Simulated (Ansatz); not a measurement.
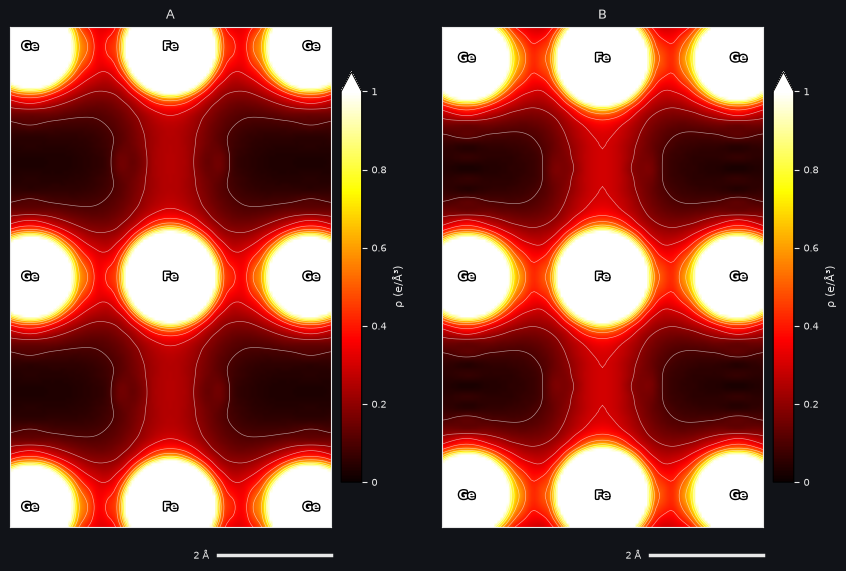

FeGe. The valence pseudo-density of two cells that differ in size and shape, on the (010) plane of each (indices in the axes of the calculation cell), at one length scale and on one colour scale; one has 12.9 and the other 14.6 Å³ an atom.

Space group P6/mmm; a structure from a database of computed crystals, not necessarily the ambient phase; spin-polarised.

Method: DFT PBEsol, scalar-relativistic, plane waves, PAW (Ansatz).

Core electrons are frozen (PAW), and the valence fields are smoothed inside the atomic spheres.

> Which panel shows the smaller cell, and what does the compression change?

Panel B is the smaller cell, by 11 % in volume. From the larger cell to the smaller, Fe–Ge goes from 2.49 to 2.41 Å, and the density at its midpoint from 0.37 to 0.43 e/Å³; the pressure goes from −8 to 12 GPa; the largest moment (Fe) goes from 1.5 to 1.2 μB.
